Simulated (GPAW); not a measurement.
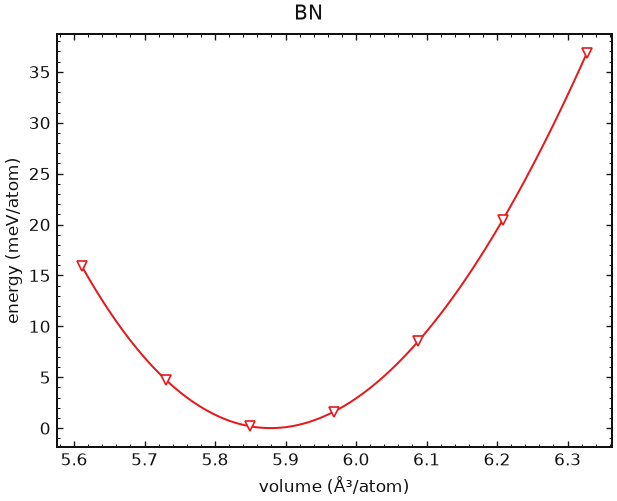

The figure shows the energy against volume for BN, space group P6_3mc (No. 186).

Structure:
```yaml
crystal:
  lattice:
    - [2.55394, 0.00000, 0.00000]
    - [-1.27697, 2.21178, 0.00000]
    - [0.00000, 0.00000, 4.22685]
  atoms:
    - { symbol: N, position: [0.33333, 0.66667, 0.12528] }
    - { symbol: N, position: [0.66667, 0.33333, 0.62528] }
    - { symbol: B, position: [0.33333, 0.66667, 0.49972] }
    - { symbol: B, position: [0.66667, 0.33333, 0.99972] }
```

Method: PAW DFT in plane waves, on a grid or in atomic orbitals, no spin polarisation; energies at scaled volumes of the given cell, shape and fractions fixed, counted from the fit's minimum, third-order Birch-Murnaghan fit (GPAW 26.7.0). Level: PBEsol.

- k mesh: 12×12×6
- occupations: Fermi–Dirac
- smearing width: 0.05 eV
- potentials: PAW data sets made by gpaw setup for the functional
- wave cutoff: 800 eV
- program settings: basis pw

From this curve and the settings, what does the calculation give for the pressure at the same points?

The pressure falls from 18.16 GPa at volume 5.6110 Å³/atom to −26.13 GPa at 6.3273 Å³/atom, and changes sign near 5.86 Å³/atom.

```csv
volume (Å³/atom),pressure (GPa)
5.6110,18.16
5.7303,8.92
5.8497,0.52
5.9691,-7.12
6.0885,-14.06
6.2079,-20.38
6.3273,-26.13
```

Keep in mind: shape and atomic fractions are frozen while scaling, which makes layered, chain and framework solids too stiff.
